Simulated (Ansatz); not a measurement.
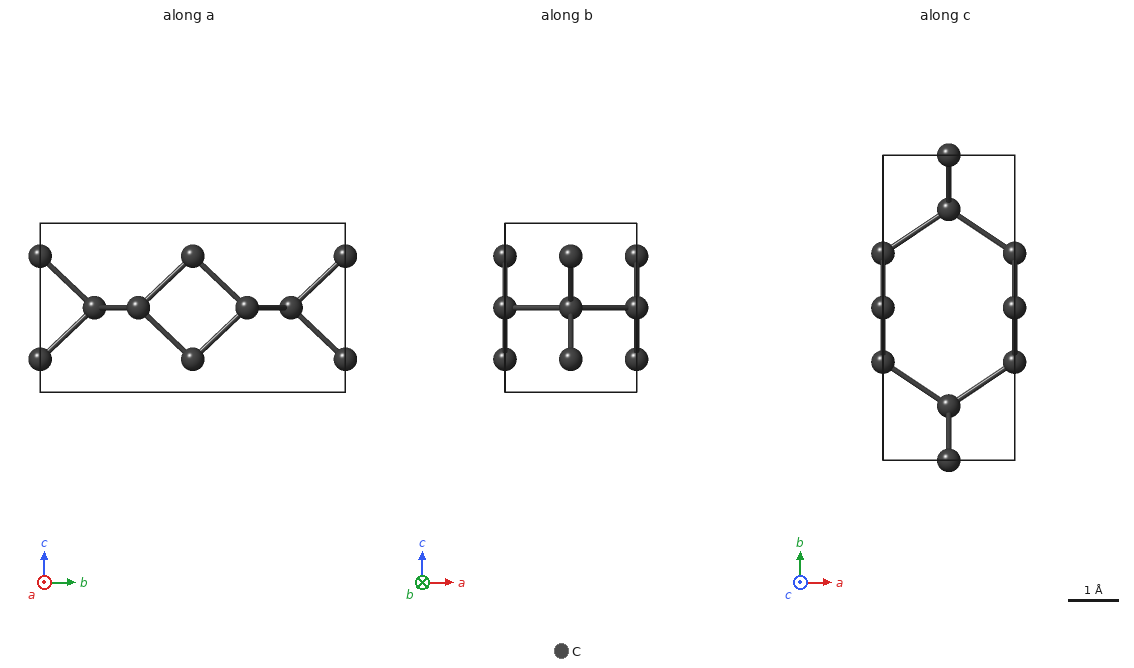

The image is a ball-and-stick drawing of a crystal, viewed along the a axis, along the b axis and along the c axis. The edges of the conventional unit cell are marked.

Lattice parameters: a = 2.672 Å, b = 6.199 Å, c = 3.429 Å, α = 90.00°, β = 90.00°, γ = 90.00°.

> Set out the cell and atoms as a table of Wyckoff sites, with free fractional coordinates to two decimals.

Space group Cmmm (No. 65).
```json
{"atom": "C", "site": "4l", "x": "0.50", "y": "0.00", "z": "0.81"}
{"atom": "C", "site": "4j", "x": "0.50", "y": "0.18", "z": "0.50"}
```

It derives from a structure type filled with this element by a generator (whether the element takes this form wasn't checked). Earlier steps of the study may have refined or changed the cell and positions. A calculation with Ansatz used it as input.
